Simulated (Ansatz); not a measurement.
**Ni: an SCF session**

The task is one self-consistent run of Ni. We look at Ni: the deposited crystal structure (space group Fm-3m), with 1 atom per cell. Source: COD entry 2102287, which need not be the ambient phase.

Program: Ansatz 0.2.0. Level of theory: DFT r2SCAN, PAW, plane waves, scalar-relativistic. These are calculated values, not measurements.

## Step 1: Starting point

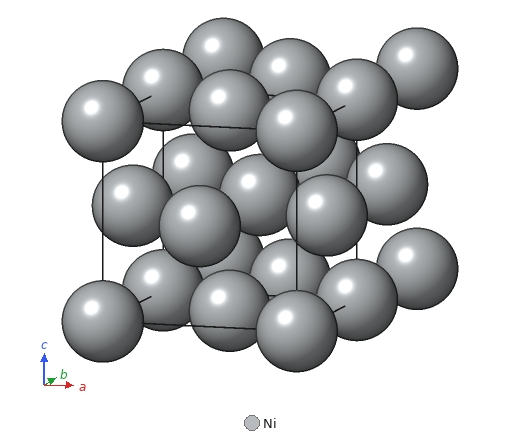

The starting structure, seen slightly off an axis (nickel light grey). 1×2×1 cells are drawn. Atoms on the faces are drawn again on the opposite ones. The cell drawn here is the conventional one, which holds 4 of the cells typed in the input.

Coordinates:

```cif
data_structure
_symmetry_space_group_name_H-M 'Fm-3m'
_symmetry_Int_Tables_number 225
_cell_length_a 3.5474
_cell_length_b 3.5474
_cell_length_c 3.5474
_cell_angle_alpha 90.000
_cell_angle_beta 90.000
_cell_angle_gamma 90.000
_cell_volume 44.64
loop_
_atom_site_label
_atom_site_type_symbol
_atom_site_symmetry_multiplicity
_atom_site_Wyckoff_symbol
_atom_site_fract_x
_atom_site_fract_y
_atom_site_fract_z
_atom_site_occupancy
Ni1 Ni 4 a 0.00000 0.00000 0.00000 1
```

Labels such as Ni1 number the atoms in the order of the input file.

The search for lower states is off throughout, and inputs that name a mixer don't switch to direct minimisation unless they say so. Spin is collinear, with starting moments Ni1 2.00 μB. β is the mixing step of the charge; the magnetisation has a step of its own, which the program sets unless it is named.

## Step 2: The run

The input, input.yaml:

```yaml
crystal:
  lattice:
    - [0.0, 1.7737, 1.7737]
    - [1.7737, 0.0, 1.7737]
    - [1.7737, 1.7737, 0.0]
  atoms:
    - { symbol: Ni, position: [0.0, 0.0, 0.0], spin: 2.0 }
magnetization:
  spin_polarized: true
hamiltonian:
  xc: r2scan
  pseudopotentials: { kind: paw }
basis:
  ecutwfc: 500
kpoints:
  mp_grid: { grid: [13, 13, 13] }
scf:
  occupations: { method: fixed }
  lower_state_search: "off"
  max_iter: 80
output:
  forces: true
  stress: true
```

Launch:

```sh
$ ansatz run input.yaml --threads 2 --pin off --max-ram 5120MiB --backend cpu --events-out ev --progress --plain --runs-dir out
```

Standard output:

```text
Error: inconsistent input (scf.occupations.method, magnetization): a σ = 0 step fill (method: fixed, or a smearing width below the step floor) with no hard lock on the total moment puts the same N_el/2 bands in each spin channel, which gives a total moment of zero, but the starting moments sum to +2.0000 μB; make the starting moments (crystal.atoms[].spin / magnetization.per_species / magnetization.initial_magnetization) sum to zero, or set magnetization.spin_locking.lock_magnetization: hard with an even integer magnetization.initial_magnetization, or use a smearing method with a finite width, such as fermi_dirac
```

Run time: 0.12 s. Hardware: 2 threads of Arm Neoverse V1, shared host; peak memory 0.076 GiB.

## Step 3: Diagnosis

The program refused this input, so nothing ran. Its message: inconsistent input (scf.occupations.method, magnetization): a σ = 0 step fill (method: fixed, or a smearing width below the step floor) with no hard lock on the total moment puts the same N_el/2 bands in each spin channel, which gives a total moment of zero, but the starting moments sum to +2.0000 μB; [...]

Each of these is now tried alone: Fermi–Dirac smearing of 0.1 eV; back to the default settings.

## Step 4: Fermi–Dirac smearing of 0.1 eV

input.yaml: that of step 2 with these lines changed.

```diff
@@ -17,3 +17,3 @@
 scf:
-  occupations: { method: fixed }
+  occupations: { method: fermi_dirac, width: 0.1 }
   lower_state_search: "off"
```

Launch:

```sh
$ ansatz run input.yaml --threads 2 --pin off --max-ram 5120MiB --backend cpu --events-out ev --progress --plain --runs-dir out
```

Standard output (excerpt; [...] marks lines left out):

```text
[...]
Pseudopotentials: kind: paw
Pseudopotential: Ni, paw, valence charge 18, recommended cutoff 500 eV (meta_gga), Ni.paw.azcp
Functional definition: r2SCAN
[...]
Crystal: 1 atoms, lattice volume = 11.160 Å³
Basis set: ecut = 500 eV, 283 PW (Γ), exchange–correlation on 80×80×80 points (64 copies of the dense FFT grid, shifted against one another)
Bands: 14, of which v1, the nominal top of the filled ones, is band 9 counted from 1 (8 counted from 0)
Symmetry: 48 space group operations
Space group: Fm-3m (ITA 225), of the structure as read, at distance tolerance 2.2e-5 Å
Magnetic group: BNS 225.116 (UNI 1618), of the structure as read, at distance tolerance 2.2e-5 Å
k-points: 84 of 2197
[...]
Starting moments: Σ|m| = 2 μB on 1 of 1 site
[...]
this state was not tested for a lower state beside it, because the mixer in use, unlike msr1, does not test its closes by its own steps (another_mixer; see scf.mixing.algorithm and scf.lower_state_search)
SCF converged after 14 iterations
Magnetization: 0.7494 μB (9.3747 up, 8.6253 down)
Absolute magnetization: 0.9266 μB (∫|ρ↑−ρ↓|, with the PAW one-centre terms)
Spin contamination: 0.0228 ħ² per cell (⟨S²⟩ above its minimum at these occupations)
Per-site moments (μB) at R_I (Å): [(0.8189271284911018, 1.0347111206772281)]
Free energy (F): -5845.285413 eV
[...]
E sigma→0 (E₀):  -5845.263796 eV
Entropy (-TS):   -0.043235 eV (-43.235 meV/atom)
Fermi energy:    17.542169 eV
[...]
--- Forces (eV/Å), atoms counted from 1 ---
  atom   1  Ni    -0.00000000     0.00000000    -0.00000000
[...]
--- Stress (GPa, compression-positive) ---
      -11.085022       0.000000      -0.000000
       -0.000000     -11.085022      -0.000000
        0.000000       0.000000     -11.085022
  P = ⅓ Tr σ = -11.0850 GPa (-110.850 kbar)
```

Run time: 3.9 s. Hardware: 2 threads of Arm Neoverse V1, shared host; peak memory 0.31 GiB.

This works: 14 iterations, ferromagnetic, site moments Ni1 0.82 μB, total 0.75 μB per cell, no gap on the k-mesh.

## Step 5: Back to the default settings

input.yaml: that of step 2 with these lines changed.

```diff
@@ -17,5 +17,4 @@
 scf:
-  occupations: { method: fixed }
+  occupations: { method: gaussian, width: 0.1 }
   lower_state_search: "off"
-  max_iter: 80
 output:
@@ -23 +22,5 @@
   stress: true
+  write_density: true
+  write_potential: true
+  elf: true
+  volumetric_format: npy
```

Launch:

```sh
$ ansatz run input.yaml --threads 2 --pin off --max-ram 5120MiB --backend cpu --events-out ev --progress --plain --runs-dir out
```

Its history (converged in 14 iterations):

```tsv
iteration	Harris–Foulkes energy + 5845 (eV)	largest residual (eV)	M (μB)	∫|m| (μB)
1	0.1382	1.13e+00	0.99	1.15
2	-0.0126	2.17e-01	0.95	1.14
3	-0.0707	7.27e-03	0.88	1.11
4	-0.1285	3.84e-03	0.87	1.10
5	-0.2412	1.00e-03	0.83	1.04
6	-0.2656	6.38e-04	0.80	0.99
7	-0.2644	9.17e-06	0.80	0.99
8	-0.2660	3.36e-05	0.80	0.98
9	-0.2667	1.92e-06	0.79	0.97
10	-0.2668	2.67e-06	0.79	0.97
11	-0.2668	1.53e-06	0.79	0.96
12	-0.2669	8.77e-07	0.79	0.96
13	-0.2669	1.11e-07	0.79	0.96
14	-0.2669	8.64e-10	0.78	0.96
```

Wall time 5.4 s (2 threads of Arm Neoverse V1, shared host); peak memory 0.31 GiB.

This works: 14 iterations, ferromagnetic, site moments Ni1 0.85 μB, total 0.78 μB per cell, no gap on the k-mesh. Against step 4: free energy shifted by +18.5 meV/atom, zero-width estimate shifted by +0.4 meV/atom, pressure -11.0 GPa against -11.1.

## Step 6: All tries on one scale

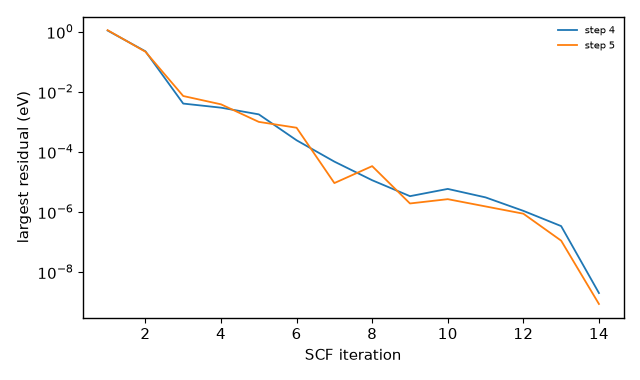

Residual along the iterations.

## Step 7: What came out

| quantity | value |
| --- | --- |
| first try | input refused |
| step 4: Fermi–Dirac smearing of 0.1 eV | converged in 14 iterations |
| step 5: the default settings | converged in 14 iterations |
| state reached in step 5 | ferromagnetic, site moments Ni1 0.85 μB, total 0.78 μB per cell, no gap on the k-mesh |
| largest force there | 0.000 eV/Å |

**Reading.** The run converges under 2 of the 2 changes tried; with “the default settings” it takes 14 iterations. After “Fermi–Dirac smearing of 0.1 eV” the occupations, cutoff or mesh differ from the default run's, and the free energy lies 18.5 meV/atom lower.
